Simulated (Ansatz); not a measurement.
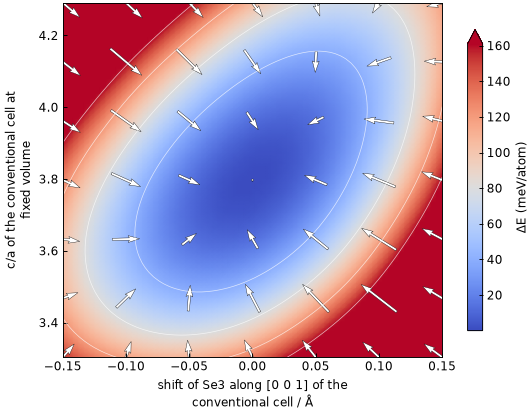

Energy landscape of MoSe2 (P6_3/mmc, No. 194; 6 atoms in the cell). The energy is mapped over a free internal coordinate and the cell. The first coordinate is: shift of Se3 along [0 0 1] of the conventional cell, Cartesian (0 0 1), its symmetry partners moved as symmetry demands (measured in the relaxed cell); the second: c/a of the conventional cell at fixed volume. Nothing is relaxed (all other coordinates fixed). The grid has 7 × 7 points. Points are written as (first, second). Energies are in meV/atom, from the lowest grid point. The band gap closes in part of the range. These are results of DFT LDA+D3(BJ), scalar-relativistic, plane waves, PAW in Ansatz 0.2.0, not measurements. Settings: cutoff 420 eV, k-mesh 12×12×4 in the order of the run's cell vectors, gaussian smearing 0.05 eV, no spin polarisation.

The picture shows a smooth colour map with a few white contour lines, arrows along the force (downhill), their lengths compressed, one colour for all values above the top of the scale. Between grid points the surface is interpolated. 

### What does the map say about the system?

The lowest grid point is at (0.00 Å, 3.797). It is the only kind of minimum in the scanned range. The highest grid point, (0.15 Å, 3.304), lies 410 meV/atom above the lowest. Round the minimum the valley is somewhat tilted: raising the first coordinate shifts the best value of the second coordinate upwards (coupling k₁₂/√(k₁₁k₂₂) about −0.5).

The values on the grid:

```tsv
second ↓, first →	−0.15	−0.10	−0.05	0.00	0.05	0.10	0.15
4.291	350	248	166	106	75	78	118
4.126	257	165	94	49	34	53	111
3.962	182	100	43	13	14	50	125
3.797	130	60	15	0	17	69	162
3.633	104	46	15	14	46	115	224
3.468	110	63	45	58	104	186	307
3.304	153	116	109	133	190	282	410
```

The input of one point:

```yaml
crystal:
  lattice:
    - [3.2039249058, 0.0, 0.0]
    - [-1.6019624529, 2.7746803602, 0.0]
    - [0.0, 0.0, 12.1660763678]
  atoms:
    - { symbol: Mo, position: [0.3333333333, 0.6666666667, 0.25] }
    - { symbol: Mo, position: [0.6666666667, 0.3333333333, 0.75] }
    - { symbol: Se, position: [0.3333333333, 0.6666666667, 0.6133208416] }
    - { symbol: Se, position: [0.6666666667, 0.3333333333, 0.1133208416] }
    - { symbol: Se, position: [0.3333333333, 0.6666666667, 0.8866791584] }
    - { symbol: Se, position: [0.6666666667, 0.3333333333, 0.3866791584] }
basis:
  ecutwfc: 420
kpoints:
  mp_grid: { grid: [12, 12, 4] }
hamiltonian:
  xc: lda
  pseudopotentials: { kind: paw, azcp: { folder: soft_1 } }
  dispersion: d3bj
scf:
  occupations: { method: gaussian, width: 0.05 }
output:
  forces: true
  stress: true
  eigenvalues: true
```

Time for the 49 points that were run: 16 min on 2 threads of Arm Neoverse N1, with other jobs on the host.
